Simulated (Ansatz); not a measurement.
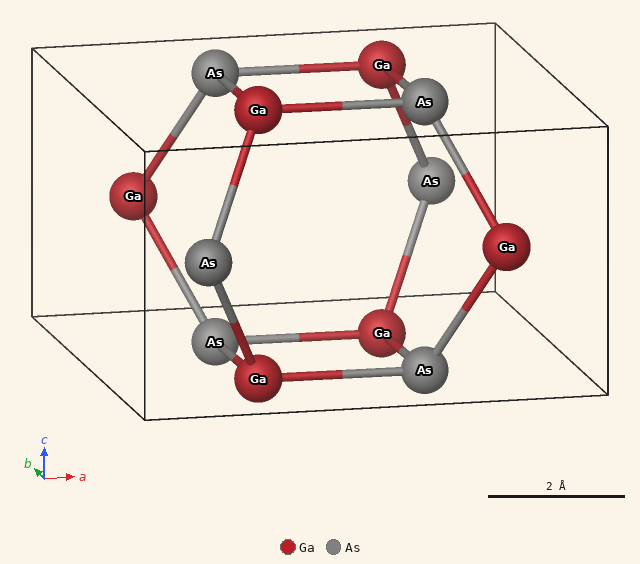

Lattice vibrations of solid GaAs (a generated structure), at the zone centre. Style: ball-and-stick. Shown: the cell of the calculation, slightly off an axis.

These are results of Ansatz, DFT PBE, scalar-relativistic, plane waves, PAW, not measurements. (plane-wave cutoff 420 eV; k-point mesh 6 × 6 × 10; occupations gaussian; smearing width 0.01 eV; no spin polarisation)

Frequencies are those without the non-analytic (LO–TO) term.

Which optical modes does it have, at what frequencies, and is it stable there?

Answer. The calculation's cell holds 8 atoms, so there are 21 optical modes, in 16 levels. The optical modes span 2B₁g + 2E_g + 2B₁u + 2A₂g + 2A₁g + 3E_u + 2B₂g + A₂u. No level is unstable.

```json
{"level": "1", "symmetry": "B₁g", "frequency (cm⁻¹)": "24", "activity": "Raman-active"}
{"level": "2", "symmetry": "E_g", "frequency (cm⁻¹)": "53", "activity": "Raman-active"}
{"level": "3", "symmetry": "B₁u", "frequency (cm⁻¹)": "77", "activity": "silent"}
{"level": "4", "symmetry": "A₂g", "frequency (cm⁻¹)": "85", "activity": "silent"}
{"level": "5", "symmetry": "A₁g", "frequency (cm⁻¹)": "105", "activity": "Raman-active"}
{"level": "6", "symmetry": "E_u", "frequency (cm⁻¹)": "158", "activity": "infrared-active"}
{"level": "7", "symmetry": "B₁g", "frequency (cm⁻¹)": "199", "activity": "Raman-active"}
{"level": "8", "symmetry": "A₂g", "frequency (cm⁻¹)": "208", "activity": "silent"}
{"level": "9", "symmetry": "E_u", "frequency (cm⁻¹)": "211", "activity": "infrared-active"}
{"level": "10", "symmetry": "B₂g", "frequency (cm⁻¹)": "216", "activity": "Raman-active"}
{"level": "11", "symmetry": "B₂g", "frequency (cm⁻¹)": "220", "activity": "Raman-active"}
{"level": "12", "symmetry": "B₁u", "frequency (cm⁻¹)": "238", "activity": "silent"}
{"level": "13", "symmetry": "E_g", "frequency (cm⁻¹)": "246", "activity": "Raman-active"}
{"level": "14", "symmetry": "E_u", "frequency (cm⁻¹)": "247", "activity": "infrared-active"}
{"level": "15", "symmetry": "A₂u", "frequency (cm⁻¹)": "265", "activity": "infrared-active"}
{"level": "16", "symmetry": "A₁g", "frequency (cm⁻¹)": "267", "activity": "Raman-active"}
```

The displacement patterns (one member of each degenerate set), 6 of the levels:

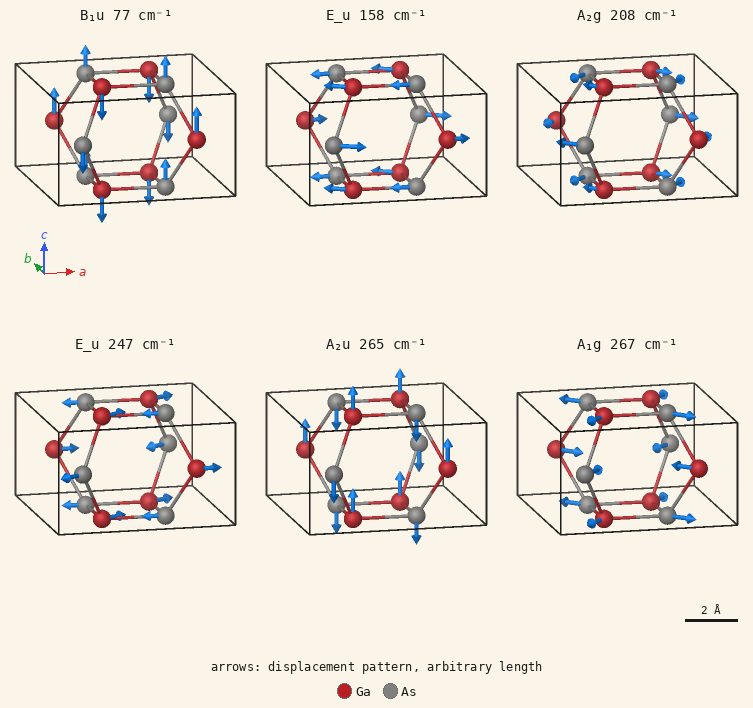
